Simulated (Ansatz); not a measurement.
Input

```
crystal:
  lattice:
    - [3.218, 0.0, 0.0]
    - [-1.609, 2.7868697494, 0.0]
    - [0.0, 0.0, 30.5599999973]
  atoms:
    - { symbol: Se, position: [0.6666666667, 0.3333333333, 0.2944042239] }
    - { symbol: W, position: [0.3333333333, 0.6666666667, 0.349803665] }
    - { symbol: Se, position: [0.6666666667, 0.3333333333, 0.405203106] }
  periodic: [true, true, false]
scf:
  occupations: { method: gaussian, width: 0.01 }
  n_extra_bands: 8
output:
  eigenvalues: true
  eigenstates:
    kpoints:
      - [0.0, 0.0, 0.0]
      - [0.016667, 0.016667, 0.0]
      - [0.033333, 0.033333, 0.0]
      - [0.05, 0.05, 0.0]
      - [0.066667, 0.066667, 0.0]
      - [0.1, 0.1, 0.0]
      - [0.133333, 0.133333, 0.0]
      - [0.166667, 0.166667, 0.0]
      - [0.2, 0.2, 0.0]
      - [0.233333, 0.233333, 0.0]
      - [0.25, 0.25, 0.0]
      - [0.266667, 0.266667, 0.0]
      - [0.283333, 0.283333, 0.0]
      - [0.3, 0.3, 0.0]
      - [0.316667, 0.316667, 0.0]
      - [0.333333, 0.333333, 0.0]
      - [0.35, 0.35, 0.0]
      - [0.366667, 0.366667, 0.0]
      - [0.383333, 0.383333, 0.0]
      - [0.4, 0.4, 0.0]
      - [0.025, 0.0, 0.0]
      - [0.05, 0.0, 0.0]
      - [0.075, 0.0, 0.0]
      - [0.1, 0.0, 0.0]
      - [0.5, 0.0, 0.0]
    top_band: c8
    e_range: [-2.5, 3]
  write_density: true
  write_potential: true
  elf: true
  volumetric_format: npy
kpoints:
  mp_grid: { grid: [6, 6, 1] }
hamiltonian:
  xc: hse06
  pseudopotentials: { kind: paw_fr }
magnetization:
  noncollinear: true
  spin_orbit: true
```

Command:

```sh
ansatz run input.yaml --threads 8 --pin off --max-ram 24576MiB --backend cpu --events-out ev --progress --plain --runs-dir out
```

The calculation used Ansatz 0.2.0, DFT HSE06, spin-orbit coupling, plane waves, PAW.

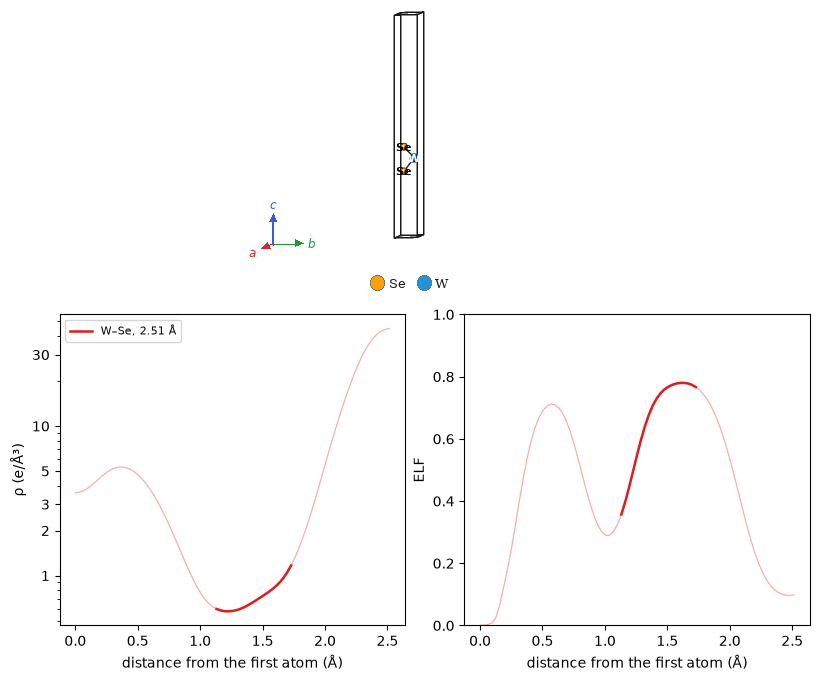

WSe2. Valence pseudo-density and electron localisation function along straight lines between neighbouring atoms. Thin, pale parts lie inside the atomic spheres. The structure is drawn too.

Core electrons are frozen (PAW), and the valence fields are smoothed inside the atomic spheres.

**What can be read from the curves?**

W–Se (2.51 Å): the density is about 0.58 e/Å³ at the midpoint; the ELF is about 0.55 at the midpoint.
